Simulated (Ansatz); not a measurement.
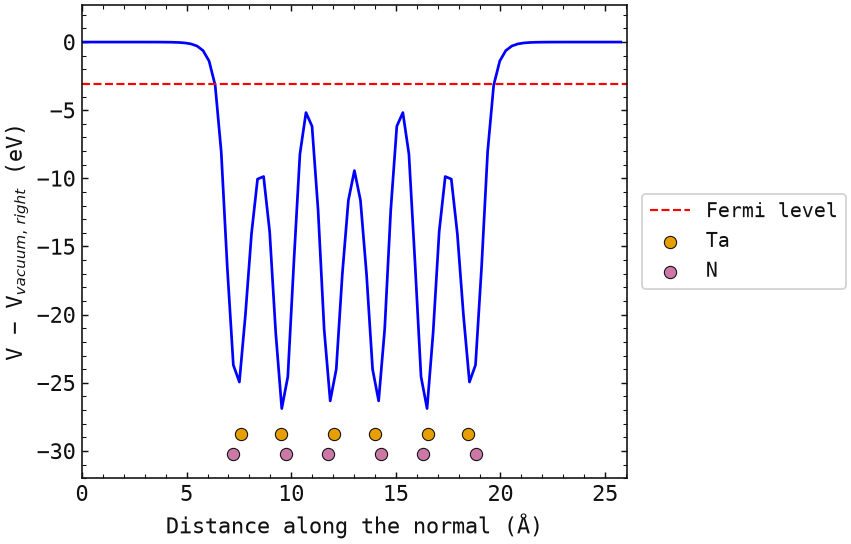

Plane-averaged electrostatic potential energy of an electron across the slab; circles at the bottom mark the heights of the atoms (positions after relaxation). System: a (100) slab cut from TaN (Fm-3m), ended by TaN planes, 12 atoms in the cell. Level of theory: DFT PBE, scalar-relativistic, plane waves, PAW, no spin polarisation, 11×11×1 k mesh, 420 eV cutoff, Gaussian smearing of 0.1 eV; code Ansatz.

The work function is 3.09 eV, the same on both faces. The two vacuum levels agree, so the slab has no net dipole along its normal. The outermost atoms are 11.6 Å apart, which leaves 14.4 Å of vacuum in a cell 26.0 Å high.

Spin-orbit coupling is left out, which matters for Ta.
